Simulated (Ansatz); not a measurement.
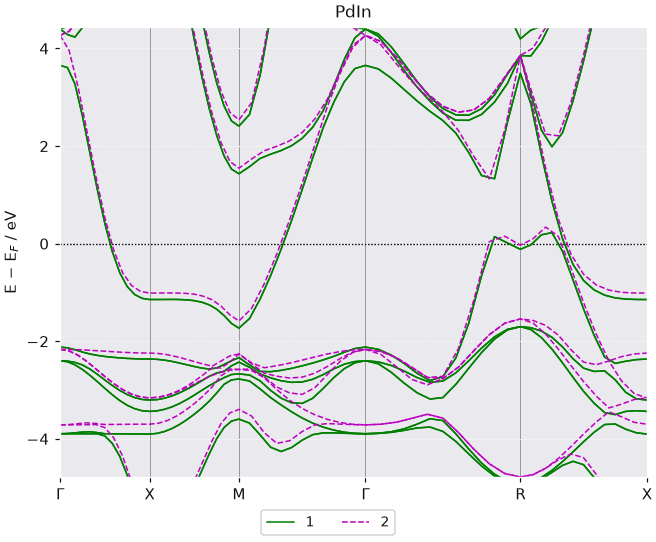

Band structures of CsCl-type PdIn, space group Pm-3m (No. 221), 2 atoms in the cell (cubic a = 3.272 Å), by two methods on the same cell. Each is counted from its own Fermi level.

Which curve is which? The methods: PBEsol+SOC, PBEsol.

1 is PBEsol+SOC; 2 is PBEsol. PBEsol+SOC gives a metal and PBEsol gives a metal. Spin-orbit coupling splits levels that are degenerate without it.

Settings. PBEsol+SOC: all-electron LAPW, relativistic spinors, spin-orbit coupling, no magnetisation, 6×6×6 k mesh, Fermi-Dirac smearing of 0.05 eV (Ansatz 0.2.0). PBEsol: all-electron LAPW, no spin polarisation, no spin-orbit coupling, 8×8×8 k mesh, Fermi-Dirac smearing of 0.05 eV (Ansatz 0.2.0).

The cell comes from a database of computed structures, and whether it is the stable form of this composition wasn't checked.
